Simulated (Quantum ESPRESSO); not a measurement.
**A series of single points on TiC**

System: TiC (Fm-3m, 2 atoms in the cell).
Method: Kohn-Sham DFT of a periodic cell, rev-vdW-DF2, PseudoDojo 0.4.1 SR PBE standard, no spin polarisation (Quantum ESPRESSO 7.5).

The 7 runs differ only in the geometry, by an even scaling of the cell at fixed fractional positions. The structure derives from a Materials Project entry.

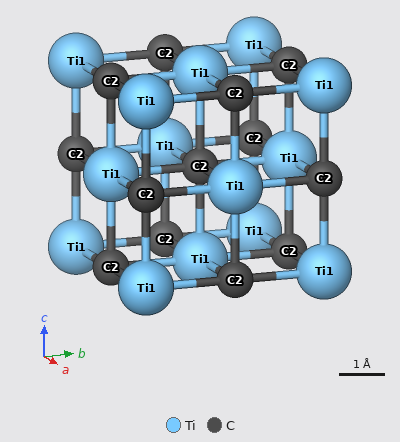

Figure 1. The structure of run 4 (ball-and-stick view of the cell 4 times as large as that of the calculation, set on its symmetry axes, seen slightly off an axis; atoms are numbered from 1 in the order of the input).

### Input of run 4
```
&CONTROL
  calculation = 'scf'
  prefix = 'pwscf'
  outdir = './tmp'
  pseudo_dir = './pseudo'
  tprnfor = .true.
  tstress = .true.
  disk_io = 'nowf'
/
&SYSTEM
  ibrav = 0
  nat = 2
  ntyp = 2
  ecutwfc = 84
  nbnd = 14
  input_dft = 'vdw-df2-b86r'
  occupations = 'smearing'
  smearing = 'fd'
  degauss = 0.00367493
/
&ELECTRONS
  conv_thr = 4d-10
  electron_maxstep = 120
  mixing_beta = 0.5
/
ATOMIC_SPECIES
Ti    47.8670 Ti.upf
C     12.0110 C.upf
CELL_PARAMETERS angstrom
   0.0000000000    2.1657188437    2.1657188437
   2.1657188437    0.0000000000    2.1657188437
   2.1657188437    2.1657188437    0.0000000000
ATOMIC_POSITIONS crystal
Ti     0.0000000000    0.0000000000    0.0000000000
C      0.5000000000    0.5000000000    0.5000000000
K_POINTS automatic
11 11 11 0 0 0
```

Command:
```bash
OMP_NUM_THREADS=1 pw.x -in pw.in > pw.out
```

Lattice vectors (Å) and fractional positions of run 4:
```
   0.000000    2.165719    2.165719
   2.165719    0.000000    2.165719
   2.165719    2.165719    0.000000
Ti  0.000000  0.000000  0.000000
C   0.500000  0.500000  0.500000
```

Run 2 differs from it as follows:
```diff
-   0.0000000000    2.1657188437    2.1657188437
-   2.1657188437    0.0000000000    2.1657188437
-   2.1657188437    2.1657188437    0.0000000000
+   0.0000000000    2.1364487848    2.1364487848
+   2.1364487848    0.0000000000    2.1364487848
+   2.1364487848    2.1364487848    0.0000000000
```

### Results, with one run withheld

| run | volume per atom (Å³) | free energy per atom, from the lowest run given (meV) | pressure (GPa) |
| --- | --- | --- | --- |
| 1 | 9.548 | 23.91 | 15.42 |
| 2 | 9.752 | ? | ? |
| 3 | 9.955 | 0.71 | 3.18 |
| 4 | 10.158 | 0.00 | −2.07 |
| 5 | 10.361 | 5.62 | −6.82 |
| 6 | 10.564 | 16.96 | −11.11 |
| 7 | 10.767 | 33.47 | −14.98 |

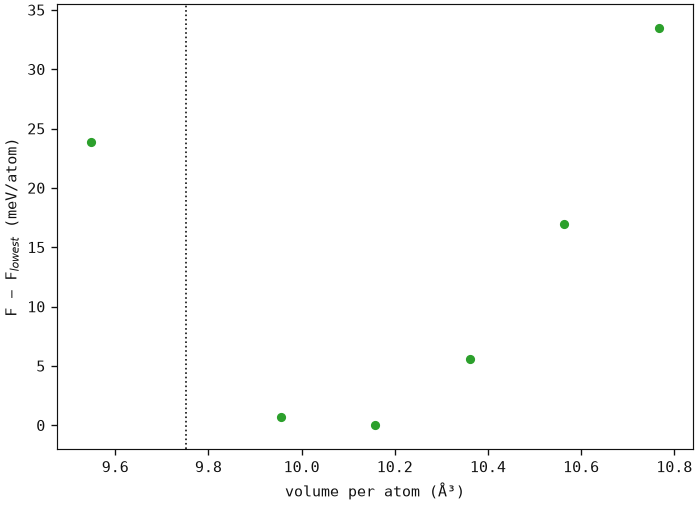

Figure 2. Free energy per atom of the runs given; the dotted line marks run 2.

Estimate the energy of run 2 from the others.

A cubic polynomial in V^(−2/3) (the Birch–Murnaghan form), fitted to the 6 runs given, misses them by under 0.01 meV per atom. With x = V^(−2/3) − 0.21245 Å⁻², it reads F = 0.90872 − 1499.8 x + 3.9667e+05 x² − 25690 x³ (meV per atom). At run 2 it gives 8.40 meV per atom, and the run itself gives 8.43. The slope of the fit gives a pressure −dF/dV of 9.02 GPa there, and the run prints 8.99 GPa. The fit has its minimum at 10.077 Å³ per atom, where V d²F/dV² gives 257 GPa: the bulk modulus at this level, since symmetry fixes the shape and the positions.

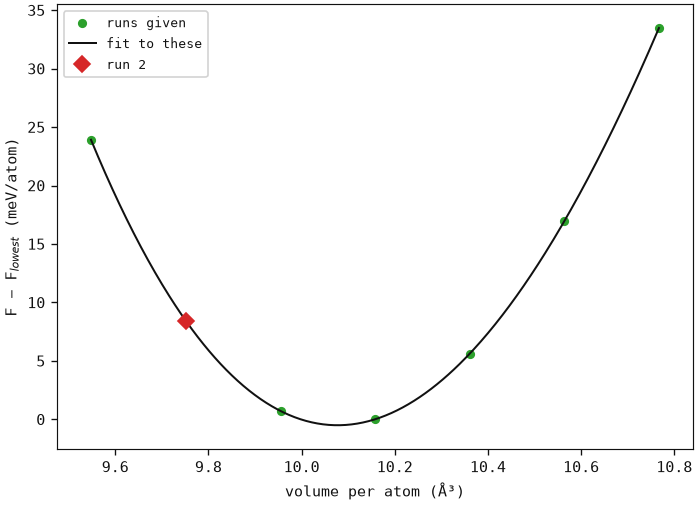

Figure 3. The fit and the withheld run.

### Some lines of the output (run 2)
```
[...]
     total energy              =    -130.60608571 Ry
     total energy              =    -130.77071425 Ry
     total energy              =    -130.94975702 Ry
     total energy              =    -130.95046224 Ry
     total energy              =    -130.95101292 Ry
     total energy              =    -130.95098126 Ry
     total energy              =    -130.95100140 Ry
     total energy              =    -130.95100169 Ry
     total energy              =    -130.95100172 Ry
     the Fermi energy is    15.4522 ev
!    total energy              =    -130.95100172 Ry
     The total energy is F=E-TS. E is the sum of the following terms:
     Computing stress (Cartesian axis) and pressure
          total   stress  (Ry/bohr**3)                   (kbar)     P=       89.87
```

Notes: The record of the run, not the program, notes: potentials made for another functional. Points of doubt noted for this run: potentials made for another functional.
